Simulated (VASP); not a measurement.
Crystal: Cu, the geometry relaxed with VASP Kohn-Sham DFT of a periodic cell, PBEsol, VASP PAW PBE potentials, recommended in VASP 6.6.1.

```cif
data_structure
_symmetry_space_group_name_H-M 'P6_3/mmc'
_symmetry_Int_Tables_number 194
_cell_length_a 2.5313
_cell_length_b 2.5313
_cell_length_c 4.1062
_cell_angle_alpha 90.000
_cell_angle_beta 90.000
_cell_angle_gamma 120.000
_cell_volume 22.79
loop_
_atom_site_label
_atom_site_type_symbol
_atom_site_symmetry_multiplicity
_atom_site_Wyckoff_symbol
_atom_site_fract_x
_atom_site_fract_y
_atom_site_fract_z
_atom_site_occupancy
Cu1 Cu 2 c 0.66667 0.33333 0.75000 1
```

> What does its first Brillouin zone look like, and which path through it is standard?

It has a primitive hexagonal lattice (hP; extended symbol hP2). The zone is a hexagonal prism in its combinatorial type: 8 faces (6 with 4 edges, 2 with 6 edges), 18 edges, 12 vertices. Path: Γ–M–K–Γ–A–L–H–A | L–M | H–K.

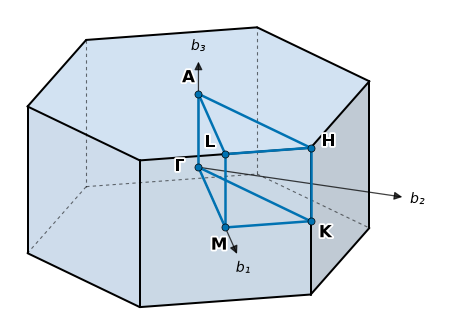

Labels and path follow the convention of Hinuma et al. (2017), as computed by seekpath; the arrows show the directions of the reciprocal primitive vectors b₁, b₂, b₃, in which coordinates are given; lengths include the factor 2π.

| point | k₁ | k₂ | k₃ | length of k (1/Å) |
| --- | --- | --- | --- | --- |
| Γ | 0 | 0 | 0 | 0.000 |
| A | 0 | 0 | 1/2 | 0.765 |
| K | 1/3 | 1/3 | 0 | 1.655 |
| H | 1/3 | 1/3 | 1/2 | 1.823 |
| M | 1/2 | 0 | 0 | 1.433 |
| L | 1/2 | 0 | 1/2 | 1.625 |
